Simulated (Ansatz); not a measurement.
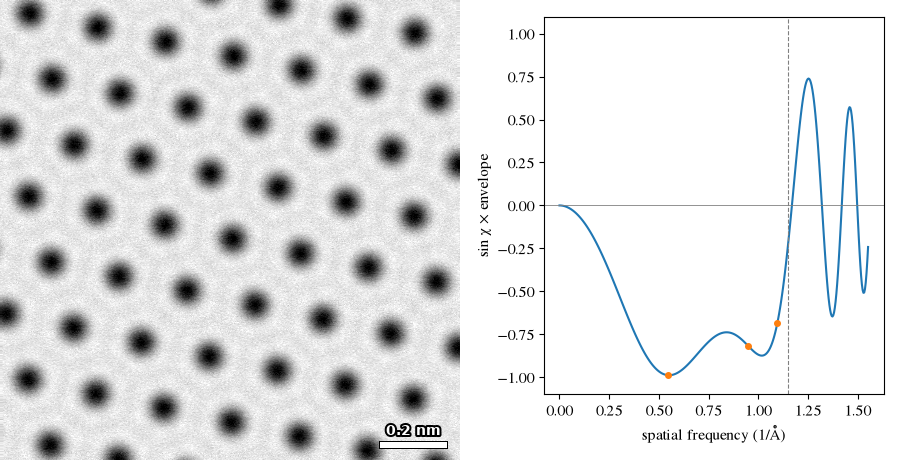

Phase-contrast TEM-like image of Ni (Fd-3m, No. 227) along [111]. Simulated in the weak-phase-object approximation with neutral-atom potentials: 300 kV, Cs = 40 µm, defocus −106 Å (negative is underfocus), defocus spread 8 Å, aperture 1.15 1/Å. Shot noise and a slight drift were added. Structure used: coordinates from a relaxation with Ansatz, DFT, RPBE, plane waves (420 eV) with PAW, scalar-relativistic; the starting structure was generated, so it need not be a known form of this composition.

The plot gives the contrast transfer function, the aperture (dashed) and the crystal's spatial frequencies that carry visible contrast (dots).

**What point resolution do these settings give, and which lattice spacings pass?**

About 0.9 Å (0.66 |Cs|^(1/4) λ^(3/4) with λ = 0.0197 Å). The spacings that carry visible contrast are {220} at 1.82 Å, {422} at 1.05 Å, {440} at 0.91 Å.

**Do the atom columns appear dark or bright, and why?**

Dark. With positive Cs and underfocus sin χ is negative over the pass band, so the strongest columns (Ni) come out darker than the background.
